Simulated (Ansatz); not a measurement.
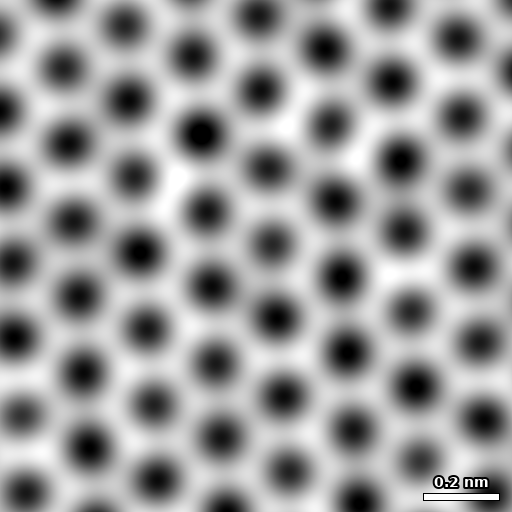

Phase-contrast TEM-like image of Ru (Pm-3m, No. 221). Simulated in the weak-phase-object approximation with neutral-atom potentials: 300 kV, Cs = 0.50 mm, defocus −376 Å (negative is underfocus), defocus spread 30 Å, aperture 0.61 1/Å. The speckle of an amorphous layer was added. Atomic positions: the geometry relaxed with DFT, BLYP, plane waves (420 eV) with PAW, scalar-relativistic (Ansatz 0.2.0); the starting structure was generated, so it need not be a known form of this composition.

```yaml
crystal:
  lattice:
    - [2.55399, 0.00000, 0.00000]
    - [0.00000, 2.55399, 0.00000]
    - [0.00000, 0.00000, 2.55399]
  atoms:
    - { symbol: Ru, position: [0.00000, 0.00000, 0.00000] }
```

Which beam direction gives this image, [210], [221], [111] or [001]? (Directions equivalent by symmetry count as one.)

[111]. The projected cells are 1.14 × 2.55 Å, 90° for [210]; 1.20 × 1.90 Å, 108° for [221]; 2.09 × 2.09 Å, 120° for [111]; 2.55 × 2.55 Å, 90° for [001], and the image repeats as the [111] one does.
